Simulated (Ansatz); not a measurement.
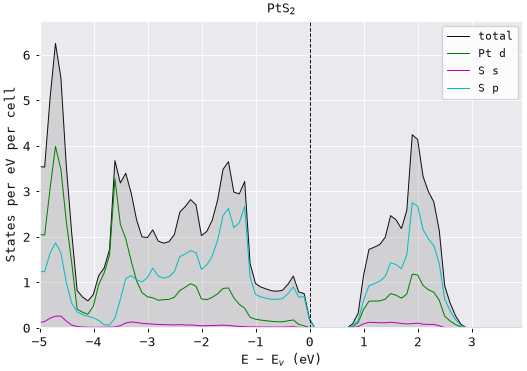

Density of states. Energies are counted from the top of the valence band. The partial curves are projected on Löwdin-orthogonalised atomic shells.

The material is CdI2-type PtS2, space group P-3m1 (No. 164), 3 atoms in the cell; a = 3.543 Å, c = 5.039 Å (hexagonal axes).

Ansatz 0.2.0; PBEsol, Pt d U = 1 eV, Ansatz PAW, no spin polarisation, no spin-orbit coupling, 9×9×5 k mesh in the self-consistent step, 420 eV cutoff.

> Is there a gap at the Fermi level, and how wide?

There is a gap; over the k points computed it is 0.95 eV.

> Which states form the band edges?

By projected weight, the top eV of the valence band is S p (82 %) and Pt d (15 %); the bottom eV of the conduction band is S p (62 %) and Pt d (32 %).

The density of states comes from the program's own step for it, whose mesh and broadening can differ from those of the self-consistent step. Odd divisions of the mesh miss points on the zone boundary, where band edges often lie, so the gap on the mesh can be too wide. Spin-orbit coupling is left out, which matters for Pt. The PAW data sets were made with another functional. The cell is at 7 GPa in this functional.
